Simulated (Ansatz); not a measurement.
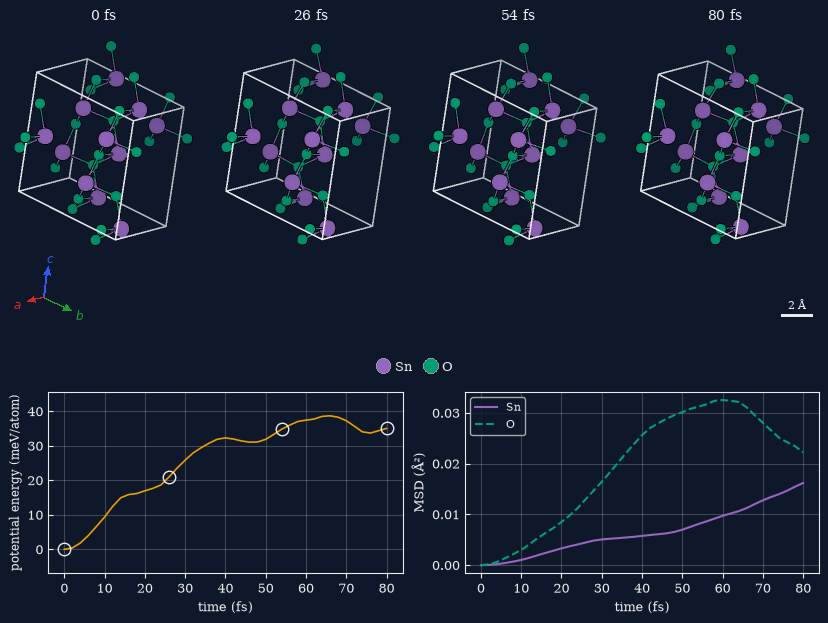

First-principles dynamics of a 16-atom cell of SnO (set up in Pmn2_1), 80 fs long. Frames and the history of the run. The picture is a ball-and-stick view of the simulation cell, seen slightly off an axis. Bonds to atoms that aren't drawn are left out.

Level of theory: DFT PBE+D3(BJ), scalar-relativistic, plane waves, PAW in Ansatz. Run with plane-wave cutoff 420 eV; k-point mesh 2 × 2 × 2; Fermi-Dirac smearing 0.0388 eV; volume 1.01 times that of the relaxed crystal; Langevin thermostat and barostat (NPT); set temperature 450 K; time step 2 fs; friction 0.05 per fs; target pressure 2 GPa.

Q: What do the frames and curves show?

A: The mean temperature in the second half is 421 K (standard deviation 66 K). The potential energy in the second half lies on average 34.9 meV per atom above the first frame. The mean pressure there is 1.5 GPa. The volume ends −5.4 % from the start. In the second half of the run the atoms are, in the root-mean-square, this far from where they began (common drift taken out): O 0.17 Å, Sn 0.10 Å. The run lasts only 80 fs, too short to tell vibration from diffusion.
